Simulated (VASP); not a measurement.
# Lattice of NaCl across functionals and dispersion corrections

Aim: relax NaCl at several levels and hold each cell against experiment. The levels: PBE, LDA, r2SCAN and PBE + D3(BJ). LASPH is on for some levels and off for others; the table marks which. The start is a cell from a database of measured crystal structures.

Method: PBE; plane waves and PAW (Na_pv, Cl), in the first sound run; inputs show where later runs differ, in VASP 6.6.1.

The database entry behind the starting cell differs from later determinations by our own check (about 0.6 % short), so it need not match the best structure at ambient conditions.

## 1. Set-up

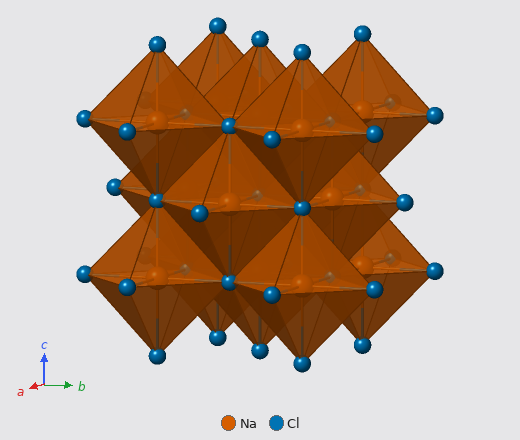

Start, viewed slightly off an axis; sodium orange, chlorine blue. This picture shows the conventional cell, with its axes. Some periodic images of atoms are drawn too.

Coordinates:

```xyz
2
Lattice="0.0000 2.8018 2.8018 2.8018 0.0000 2.8018 2.8018 2.8018 0.0000" Properties=species:S:1:pos:R:3 pbc="T T T"
Na    0.0000    0.0000    0.0000
Cl    2.8018    2.8018    2.8018
```

## 2. Relaxation with PBE

Properties are meant for the cell that this level of theory prefers, so cell and atoms are relaxed first (ISIF = 3) until forces and stress are small; EDIFFG sets the threshold. PBE, the usual starting point, adds the gradient of the density.

INCAR reads:

```
SYSTEM = NaCl
PREC = Accurate
ENCUT = 520
EDIFF = 1E-06
NELM = 100
ISMEAR = -1
SIGMA = 0.05
LREAL = .FALSE.
ALGO = Normal
GGA = PE
NBANDS = 13
LORBIT = 11
LWAVE = .FALSE.
LCHARG = .FALSE.
KPAR = 2
IBRION = 2
NSW = 60
ISIF = 3
EDIFFG = -0.01
```

POSCAR reads:

```
NaCl
1.0
    0.0000000000      2.8017500000      2.8017500000
    2.8017500000      0.0000000000      2.8017500000
    2.8017500000      2.8017500000      0.0000000000
Na Cl
1 1
Direct
    0.0000000000      0.0000000000      0.0000000000
    0.5000000000      0.5000000000      0.5000000000
```

KPOINTS reads:

```
Automatic mesh
0
Gamma
7 7 7
0 0 0
```

Potentials, in the order of the species: Na_pv and Cl (PBE family, release 64).

The run is started by

```console
mpirun -np 2 vasp_std
```

Output:

```text
[banner, memory and clock lines left out]
running    2 mpi-ranks, on    1 nodes
 distrk:  each k-point on    1 cores,    2 groups
 distr:  one band on    1 cores,    1 groups

 POSCAR found type information on POSCAR NaCl
 POSCAR found :  2 types and       2 ions
 LDA part: xc-table for (Slater+PW92), standard interpolation
 POSCAR, INCAR and KPOINTS ok, starting setup
 FFT: planning ... GRIDC
 FFT: planning ... GRID_SOFT
 FFT: planning ... GRID
 WAVECAR not read
 entering main loop
       N       E                     dE             d eps       ncg     rms          rms(c)
DAV:   1     0.935559640832E+02    0.93556E+02   -0.72165E+03   528   0.107E+03
DAV:   2     0.852946231613E+00   -0.92703E+02   -0.84095E+02   571   0.268E+02
DAV:   3    -0.683064217999E+01   -0.76836E+01   -0.76453E+01   675   0.731E+01
DAV:   4    -0.696054323375E+01   -0.12990E+00   -0.12985E+00   585   0.103E+01
DAV:   5    -0.696360046916E+01   -0.30572E-02   -0.30571E-02   653   0.158E+00    0.216E+00
DAV:   6    -0.677503056266E+01    0.18857E+00   -0.33094E-01   635   0.353E+00    0.162E+00
DAV:   7    -0.676350624461E+01    0.11524E-01   -0.83760E-02   662   0.176E+00    0.110E+00
DAV:   8    -0.676905883972E+01   -0.55526E-02   -0.97123E-03   535   0.910E-01    0.285E-01
DAV:   9    -0.676896186414E+01    0.96976E-04   -0.19896E-04   645   0.119E-01    0.160E-01
DAV:  10    -0.676907574502E+01   -0.11388E-03   -0.32426E-04   550   0.150E-01    0.620E-02
DAV:  11    -0.676906505112E+01    0.10694E-04   -0.21456E-05   660   0.437E-02    0.144E-02
DAV:  12    -0.676906515734E+01   -0.10622E-06   -0.26046E-06   550   0.156E-02
   1 F= -.67690652E+01 E0= -.67690652E+01  d E =-.676907E+01
 curvature:   0.00 expect dE= 0.000E+00 dE for cont linesearch  0.000E+00
 trial: gam= 0.00000 g(F)=  0.540E-61 g(S)=  0.884E-02 ort = 0.000E+00 (trialstep = 0.100E+01)
 search vector abs. value=  0.884E-02
 bond charge predicted
       N       E                     dE             d eps       ncg     rms          rms(c)
DAV:   1    -0.683004377046E+01   -0.60979E-01   -0.11836E+00   610   0.149E+01    0.151E+00
DAV:   2    -0.678443952953E+01    0.45604E-01   -0.69905E-02   615   0.254E+00    0.615E-01
DAV:   3    -0.677632013159E+01    0.81194E-02   -0.17235E-02   620   0.135E+00    0.290E-01
DAV:   4    -0.677541746648E+01    0.90267E-03   -0.50814E-04   720   0.248E-01    0.235E-02
DAV:   5    -0.677540245988E+01    0.15007E-04   -0.55774E-05   610   0.594E-02    0.150E-02
DAV:   6    -0.677540029727E+01    0.21626E-05   -0.33894E-06   560   0.246E-02    0.765E-03
DAV:   7    -0.677539969563E+01    0.60164E-06   -0.85987E-07   482   0.970E-03
   2 F= -.67753997E+01 E0= -.67753997E+01  d E =-.633454E-02
 trial-energy change:   -0.006335  1 .order   -0.006532   -0.008844   -0.004221
 step:   1.9130(harm=  1.9130)  dis= 0.00000  next Energy=    -6.777525 (dE=-0.846E-02)
 bond charge predicted
       N       E                     dE             d eps       ncg     rms          rms(c)
DAV:   1    -0.682231612396E+01   -0.46916E-01   -0.97412E-01   610   0.134E+01    0.138E+00
DAV:   2    -0.678446976310E+01    0.37846E-01   -0.58725E-02   615   0.230E+00    0.557E-01
DAV:   3    -0.677784518175E+01    0.66246E-02   -0.13973E-02   620   0.121E+00    0.263E-01
DAV:   4    -0.677709117921E+01    0.75400E-03   -0.41133E-04   720   0.225E-01    0.213E-02
DAV:   5    -0.677707902034E+01    0.12159E-04   -0.43631E-05   610   0.542E-02    0.135E-02
DAV:   6    -0.677707719186E+01    0.18285E-05   -0.26190E-06   545   0.216E-02    0.685E-03
DAV:   7    -0.677707665887E+01    0.53298E-06   -0.68283E-07   451   0.865E-03
   3 F= -.67770767E+01 E0= -.67770767E+01  d E =-.801150E-02
 curvature:  -0.96 expect dE=-0.234E-06 dE for cont linesearch -0.234E-06
 trial: gam=-0.00523 g(F)=  0.587E-61 g(S)=  0.244E-06 ort = 0.465E-04 (trialstep = 0.118E+01)
 search vector abs. value=  0.107E-09
 reached required accuracy - stopping structural energy minimisation
```

The job ended after 21 s (2 MPI ranks of AMD EPYC 7R43, shared host; peak memory 0.24 GiB).

The logs omit lines about the potential files and the build; timing stands in the text.

OUTCAR, selected parts (step 2):

```text
ion  position               nearest neighbor table
   1  0.000  0.000  0.000-
   2  0.500  0.500  0.500-

  LATTYP: Found a face centered cubic cell.
 ALAT       =     5.6035000000

 Subroutine GETGRP returns: Found 48 space group operations
 (whereof 48 operations were pure point group operations)

The static configuration has the point symmetry O_h .

 Found     20 irreducible k-points:

   k-points           NKPTS =     20   k-points in BZ     NKDIM =     20   number of bands    NBANDS=     13

   dimension x,y,z NGX =    30 NGY =   30 NGZ =   30
   dimension x,y,z NGXF=    60 NGYF=   60 NGZF=   60

   ENCUT  =  520.0 eV  38.22 Ry    6.18 a.u.   7.37  7.37  7.37*2*pi/ulx,y,z

   NELECT =      14.0000    total number of electrons

 k-points in reciprocal lattice and weights: Automatic mesh
   0.00000000  0.00000000  0.00000000       0.003
   0.14285714  0.00000000  0.00000000       0.023
   0.28571429  0.00000000  0.00000000       0.023
   0.42857143  0.00000000  0.00000000       0.023
   0.14285714  0.14285714  0.00000000       0.017
   0.28571429  0.14285714  0.00000000       0.070
   0.42857143  0.14285714  0.00000000       0.070
  -0.42857143  0.14285714  0.00000000       0.070
  -0.28571429  0.14285714  0.00000000       0.070
[...]
-0.42857143  0.42857143  0.14285714       0.070
  -0.28571429  0.42857143  0.14285714       0.070

 average (electrostatic) potential at core
       1 -47.5857       2 -93.6739

 E-fermi :   0.2344

 k-point     1 :       0.0000    0.0000    0.0000
  band No.  band energies     occupation
    ...
      3     -21.7684      2.00000
      4     -13.4898      2.00000
      5      -0.8934      2.00000
      6      -0.8934      2.00000
      7      -0.8934      2.00000
      8       4.1060      0.00000
      9      10.1962      0.00000
     10      10.1962      0.00000
     11      10.1962      0.00000
     12      12.3201      0.00000
    ...

 k-point     2 :       0.1429    0.0000    0.0000
  band No.  band energies     occupation
    ...
      3     -21.7688      2.00000
      4     -13.4341      2.00000
      5      -1.3372      2.00000
      6      -0.9424      2.00000
      7      -0.9424      2.00000
      8       4.7189      0.00000
      9       9.5386      0.00000
     10      10.4199      0.00000
     11      10.4200      0.00000
     12      12.0077      0.00000
    ...

 k-point     3 :       0.2857    0.0000    0.0000
  band No.  band energies     occupation
    ...
      3     -21.7696      2.00000
      4     -13.3050      2.00000
      5      -2.1321      2.00000
      6      -1.0483      2.00000
      7      -1.0483      2.00000
      8       5.8082      0.00000
      9       9.0067      0.00000
     10      10.3672      0.00000
     11      10.3672      0.00000
     12      12.5455      0.00000
    ...

  Total        0.0018380      0.0018380      0.0018380      0.0000000     -0.0000000      0.0000000
  in kB        0.0638088      0.0638088      0.0638088      0.0000000     -0.0000000      0.0000000
  external PRESSURE =       0.0638088 kB  Pullay stress =       0.0000000 kB

  energy-cutoff  :      520.00
  volume of cell :       46.15
      direct lattice vectors                 reciprocal lattice vectors
    -0.000000000  2.846947734  2.846947734    -0.175626688  0.175626688  0.175626688
     2.846947734  0.000000000  2.846947734     0.175626688 -0.175626688  0.175626688
     2.846947734  2.846947734  0.000000000     0.175626688  0.175626688 -0.175626688

 POSITION                                       TOTAL-FORCE (eV/Angst)
 -----------------------------------------------------------------------------------
      0.00000      0.00000      0.00000        -0.000000     -0.000000      0.000000
      2.84695      2.84695      2.84695         0.000000      0.000000     -0.000000
 -----------------------------------------------------------------------------------
    total drift:                               -0.000000      0.000000      0.000000

  FREE ENERGIE OF THE ION-ELECTRON SYSTEM (eV)
  ---------------------------------------------------
  free  energy   TOTEN  =        -6.7770766589 eV

  energy  without entropy=       -6.7770766589  energy(sigma->0) =       -6.77707666

 reached required accuracy - stopping structural energy minimisation

 total charge
# of ion       s       p       d       tot
------------------------------------------
    1        0.040   5.976   0.000   6.017
    2        1.588   3.580   0.000   5.168
--------------------------------------------------
tot          1.628   9.556   0.000  11.184

[... 3 further parts left out ...]
```

The gap is read on the k-mesh alone, so it is an upper bound where the band edges lie off the mesh. The run keeps the 48 symmetry operations of its start, so it cannot find a distortion of lower symmetry.

Relaxation path:

```tsv
step	energy less that of the first step (eV)	largest force (eV/Å)	pressure (GPa)	volume (Å³)
1	0.0000	0.0000	1.27	43.99
2	-0.0063	0.0000	0.59	45.11
3	-0.0080	0.0000	0.01	46.15
```

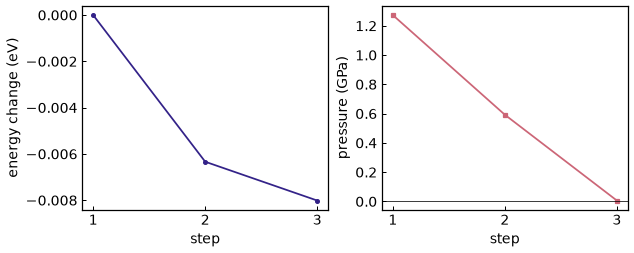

Energy and pressure along the relaxation.

```tsv
conventional cell, symmetrised	before	after	change
a (Å)	5.604	5.694	+1.6 %
b (Å)	5.604	5.694	+1.6 %
c (Å)	5.604	5.694	+1.6 %
volume (Å³/atom)	21.99	23.07	+4.9 %
```

The relaxed structure:

```xyz
2
Lattice="0.0000 2.8469 2.8469 2.8469 0.0000 2.8469 2.8469 2.8469 0.0000" Properties=species:S:1:pos:R:3 pbc="T T T"
Na    0.0000    0.0000    0.0000
Cl    2.8469    2.8469    2.8469
```

This step gave:

| Property | Result |
| --- | --- |
| electrons | 14 |
| bands | 13 |
| irreducible k-points | 20 |
| symmetry operations | 48 |
| free energy (TOTEN) | -6.777 eV |
| Fermi energy | 0.2344 eV |
| pressure | 0.006381 GPa |
| metallic | no |
| valence top at k | 0, 0, 0 |
| conduction bottom at k | 0, 0, 0 |
| least direct gap at k | 0, 0, 0 |
| SCF cycles over all ionic steps | 26 |
| gap on the k-mesh | 4.999 eV |
| least direct gap on the k-mesh | 4.999 eV |

It ends with forces that vanish by symmetry and a pressure of 0.01 GPa. The volume lies +4.9 % from that of the database's start. The conventional cell has a = 5.694 Å.

## 3. Relaxation with LDA

This step: LDA; plane waves and PAW (Na_pv, Cl) (VASP 6.6.1).

LDA, the lowest rung, knows the local density alone.

Edit INCAR of step 2 so:

```diff
@@ -9,3 +9,3 @@
 ALGO = Normal
-GGA = PE
+GGA = CA
 NBANDS = 13
```

POSCAR is that of step 2.

KPOINTS is that of step 2.

The run is started by

```console
mpirun -np 2 vasp_std
```

Output:

```text
[banner, memory and clock lines left out]
running    2 mpi-ranks, on    1 nodes
 distrk:  each k-point on    1 cores,    2 groups
 distr:  one band on    1 cores,    1 groups

 POSCAR found type information on POSCAR NaCl
 POSCAR found :  2 types and       2 ions
|                                                                             |
|               ----> ADVICE to this user running VASP <----                  |
|                                                                             |
|     You enforced a specific xc type in the INCAR file but a different       |
|     [... a line on the potential file left out ...]
|     I HOPE YOU KNOW WHAT YOU ARE DOING!                                     |
|                                                                             |

 LDA part: xc-table for (Slater(with rela. corr.)+CA(PZ))
 , standard interpolation
 POSCAR, INCAR and KPOINTS ok, starting setup
 FFT: planning ... GRIDC
 FFT: planning ... GRID_SOFT
 FFT: planning ... GRID
 WAVECAR not read
 entering main loop
       N       E                     dE             d eps       ncg     rms          rms(c)
DAV:   1     0.916885989179E+02    0.91689E+02   -0.71801E+03   528   0.107E+03
DAV:   2     0.187759558572E+00   -0.91501E+02   -0.83082E+02   576   0.266E+02
DAV:   3    -0.745318113434E+01   -0.76409E+01   -0.76011E+01   675   0.727E+01
DAV:   4    -0.758572741882E+01   -0.13255E+00   -0.13250E+00   570   0.104E+01
DAV:   5    -0.758878845607E+01   -0.30610E-02   -0.30609E-02   673   0.157E+00    0.169E+00
DAV:   6    -0.743081303187E+01    0.15798E+00   -0.26828E-01   633   0.446E+00    0.101E+00
DAV:   7    -0.741534957030E+01    0.15463E-01   -0.50216E-02   704   0.182E+00    0.730E-01
DAV:   8    -0.741459409889E+01    0.75547E-03   -0.50159E-03   580   0.696E-01    0.274E-01
DAV:   9    -0.741445110597E+01    0.14299E-03   -0.24414E-04   615   0.121E-01    0.146E-01
DAV:  10    -0.741443045609E+01    0.20650E-04   -0.12153E-04   580   0.603E-02    0.915E-03
DAV:  11    -0.741443036754E+01    0.88543E-07   -0.20986E-06   625   0.130E-02
   1 F= -.74144304E+01 E0= -.74144304E+01  d E =-.741443E+01
 curvature:   0.00 expect dE= 0.000E+00 dE for cont linesearch  0.000E+00
 trial: gam= 0.00000 g(F)=  0.220E-60 g(S)=  0.220E-01 ort = 0.000E+00 (trialstep = 0.100E+01)
 search vector abs. value=  0.220E-01
 bond charge predicted
       N       E                     dE             d eps       ncg     rms          rms(c)
DAV:   1    -0.757690752604E+01   -0.16248E+00   -0.29534E+00   610   0.230E+01    0.245E+00
DAV:   2    -0.745385981880E+01    0.12305E+00   -0.18936E-01   610   0.434E+00    0.985E-01
DAV:   3    -0.743332837129E+01    0.20531E-01   -0.43375E-02   610   0.223E+00    0.465E-01
DAV:   4    -0.743075268008E+01    0.25757E-02   -0.14413E-03   754   0.424E-01    0.530E-02
DAV:   5    -0.743068567334E+01    0.67007E-04   -0.15820E-04   610   0.997E-02    0.280E-02
DAV:   6    -0.743068136452E+01    0.43088E-05   -0.78010E-06   605   0.380E-02    0.167E-02
DAV:   7    -0.743068046316E+01    0.90136E-06   -0.20375E-06   451   0.152E-02
   2 F= -.74306805E+01 E0= -.74306805E+01  d E =-.162501E-01
[...]
3 F= -.74348440E+01 E0= -.74348440E+01  d E =-.204136E-01
 curvature:  -0.96 expect dE=-0.835E-04 dE for cont linesearch -0.835E-04
 ZBRENT: interpolating
 opt :   1.8095  next Energy=    -7.434918 (dE=-0.205E-01)
 bond charge predicted
       N       E                     dE             d eps       ncg     rms          rms(c)
DAV:   1    -0.743661267882E+01   -0.17678E-02   -0.34979E-02   610   0.262E+00    0.260E-01
DAV:   2    -0.743520823410E+01    0.14044E-02   -0.21654E-03   610   0.474E-01    0.106E-01
DAV:   3    -0.743496519711E+01    0.24304E-03   -0.51330E-04   620   0.246E-01    0.496E-02
DAV:   4    -0.743493598556E+01    0.29212E-04   -0.17952E-05   736   0.475E-02    0.510E-03
DAV:   5    -0.743493530646E+01    0.67910E-06   -0.23743E-06   562   0.119E-02
   4 F= -.74349353E+01 E0= -.74349353E+01  d E =-.205049E-01
 curvature:  -0.85 expect dE=-0.502E-05 dE for cont linesearch -0.502E-05
 trial: gam=-0.01614 g(F)=  0.385E-60 g(S)=  0.593E-05 ort = 0.361E-03 (trialstep = 0.116E+01)
 search vector abs. value=  0.170E-08
 reached required accuracy - stopping structural energy minimisation
```

Run time: 18 s. Hardware: 2 MPI ranks; peak memory 0.22 GiB.

Parts of OUTCAR (step 3):

```text
The static configuration has the point symmetry O_h .

 Found     20 irreducible k-points:

   NELECT =      14.0000    total number of electrons

 E-fermi :   0.7212

 k-point     1 :       0.0000    0.0000    0.0000
  band No.  band energies     occupation
    ...
      3     -20.9612      2.00000
      4     -13.2126      2.00000
      5      -0.3929      2.00000
      6      -0.3929      2.00000
      7      -0.3929      2.00000
      8       4.6754      0.00000
      9      10.5560      0.00000
     10      10.5560      0.00000
     11      10.5560      0.00000
     12      12.9284      0.00000
    ...

 k-point     2 :       0.1429    0.0000    0.0000
  band No.  band energies     occupation
    ...
      3     -20.9618      2.00000
      4     -13.1294      2.00000
      5      -0.9655      2.00000
      6      -0.4593      2.00000
      7      -0.4593      2.00000
      8       5.3706      0.00000
      9       9.8847      0.00000
     10      10.8247      0.00000
     11      10.8247      0.00000
     12      12.6293      0.00000
    ...

  Total       -0.0090500     -0.0090500     -0.0090500     -0.0000000     -0.0000000      0.0000000
  in kB       -0.3546385     -0.3546385     -0.3546385     -0.0000000     -0.0000000      0.0000000
  external PRESSURE =      -0.3546385 kB  Pullay stress =       0.0000000 kB

  energy-cutoff  :      520.00
  volume of cell :       40.89
      direct lattice vectors                 reciprocal lattice vectors
     0.000000000  2.734305263  2.734305263    -0.182861807  0.182861807  0.182861807
     2.734305263  0.000000000  2.734305263     0.182861807 -0.182861807  0.182861807
     2.734305263  2.734305263  0.000000000     0.182861807  0.182861807 -0.182861807

 POSITION                                       TOTAL-FORCE (eV/Angst)
 -----------------------------------------------------------------------------------
      0.00000      0.00000      0.00000         0.000000     -0.000000     -0.000000
      2.73431      2.73431      2.73431        -0.000000      0.000000      0.000000
 -----------------------------------------------------------------------------------
    total drift:                               -0.000000      0.000000      0.000000

  FREE ENERGIE OF THE ION-ELECTRON SYSTEM (eV)
  ---------------------------------------------------
  free  energy   TOTEN  =        -7.4349353065 eV

  energy  without entropy=       -7.4349353064  energy(sigma->0) =       -7.43493531

 total charge
# of ion       s       p       d       tot
------------------------------------------
    1        0.053   5.990   0.000   6.043
    2        1.572   3.539   0.000   5.111
--------------------------------------------------
tot          1.625   9.529   0.000  11.154

[... 8 parts as in an earlier step ...]

[... 5 further parts left out ...]
```

CONTCAR:

```
NaCl
   1.00000000000000
     0.0000000000000000    2.7343052627967501    2.7343052627967501
     2.7343052627967501    0.0000000000000000    2.7343052627967501
     2.7343052627967501    2.7343052627967501    0.0000000000000000
  Na              Cl
     1     1
Direct
     0.0000000000000000    0.0000000000000000    0.0000000000000000
     0.5000000000000000    0.5000000000000000    0.5000000000000000
```

The PAW data sets were made with PBE, though LDA sets exist; this is a small mismatch.

Relaxation path:

```tsv
step	energy less that of the first step (eV)	largest force (eV/Å)	pressure (GPa)	volume (Å³)
1	0.0000	0.0000	-2.01	43.99
2	-0.0162	0.0000	-1.00	42.25
3	-0.0204	0.0000	0.14	40.71
4	-0.0205	0.0000	-0.04	40.89
```

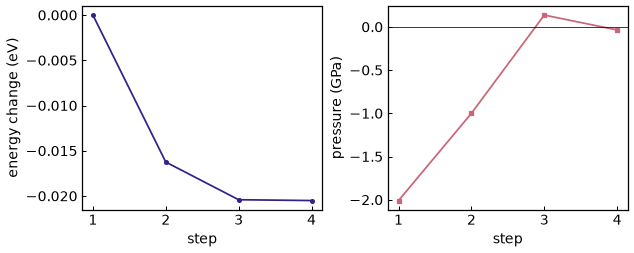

Energy and pressure along the relaxation.

```tsv
conventional cell, symmetrised	before	after	change
a (Å)	5.604	5.469	-2.4 %
b (Å)	5.604	5.469	-2.4 %
c (Å)	5.604	5.469	-2.4 %
volume (Å³/atom)	21.99	20.44	-7.0 %
```

The relaxed structure:

```cif
data_structure
_symmetry_space_group_name_H-M 'P 1'
_symmetry_Int_Tables_number 1
_cell_length_a 3.8669
_cell_length_b 3.8669
_cell_length_c 3.8669
_cell_angle_alpha 60.000
_cell_angle_beta 60.000
_cell_angle_gamma 60.000
_cell_volume 40.89
loop_
_atom_site_label
_atom_site_type_symbol
_atom_site_fract_x
_atom_site_fract_y
_atom_site_fract_z
_atom_site_occupancy
Na1 Na 0.00000 0.00000 0.00000 1
Cl2 Cl 0.50000 0.50000 0.50000 1
```

Numbers from this step:

* free energy (TOTEN): -7.435 eV
* Fermi energy: 0.7212 eV
* pressure: -0.03546 GPa
* SCF cycles over all ionic steps: 30
* gap on the k-mesh: 5.068 eV
* least direct gap on the k-mesh: 5.068 eV

It ends at 20.44 Å³/atom, -7.0 % from the start, with -0.04 GPa left. The conventional cell has a = 5.469 Å.

[end of part 1 of 2]

[Lines on the potential files, build, host, timing and source positions are cut from VASP's logs without a mark.]

[Logs are printed without paths, hosts, clocks, repeated set-up lines and the standing remarks that a program may print on its own settings, such as how far it seeks lower states.]

[Hosts, paths, dates, database ids (printed as entryN), source tags and the programs' standing remarks are cut or masked in the printed files.]

[A measured line is paired with the nearest computed mode of its activity, which favours agreement.]
